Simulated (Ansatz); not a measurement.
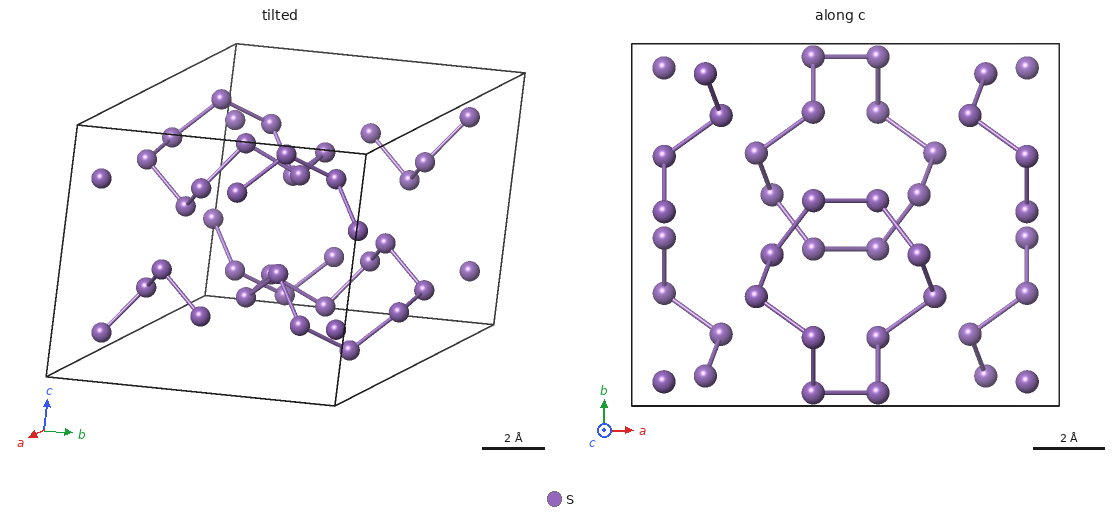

Ball-and-stick drawing of the structure, looking slightly off an axis and along the c axis. The parallelepiped is the conventional unit cell.

S, space group C2/c (No. 15), a = 12.657 Å, b = 10.223 Å, c = 8.220 Å, α = 90.00°, β = 107.66°, γ = 90.00°. The initial geometry was a structure listed in the Materials Project. Earlier steps of the study may have refined or changed the cell and positions. It was the input of a calculation with Ansatz.

This one geometry was computed with Ansatz (DFT, plane waves, PAW) at four levels of theory: HSE06, PBE0, r2SCAN and PBE.

> Which level gives the highest pressure at this volume, and what does that say about its equilibrium volume?

Highest: PBE (2.2 GPa), which points to the largest equilibrium volume. Lowest, with the smallest volume: HSE06 (0.3 GPa), PBE0 (0.2 GPa) and r2SCAN (0.6 GPa). Levels within 0.5 GPa of each other can't be told apart.

> How does the band gap change with the level of theory?

PBE: a gap of 1.91 eV, indirect; r2SCAN: a gap of 2.17 eV, indirect; HSE06: a gap of 2.95 eV, indirect; PBE0: a gap of 3.67 eV, indirect.

> Collect the results in a table.

| level | cutoff (eV) | k-mesh of the run's cell | gap (eV) | pressure (GPa) |
| --- | --- | --- | --- | --- |
| HSE06 | 420 | 2×2×2 | 2.95 | 0.3 |
| PBE0 | 420 | 2×2×2 | 3.67 | 0.2 |
| r2SCAN | 500 | 4×4×4 | 2.17 | 0.6 |
| PBE | 420 | 4×4×4 | 1.91 | 2.2 |

Gaps are taken on the k-mesh or band path of each run.
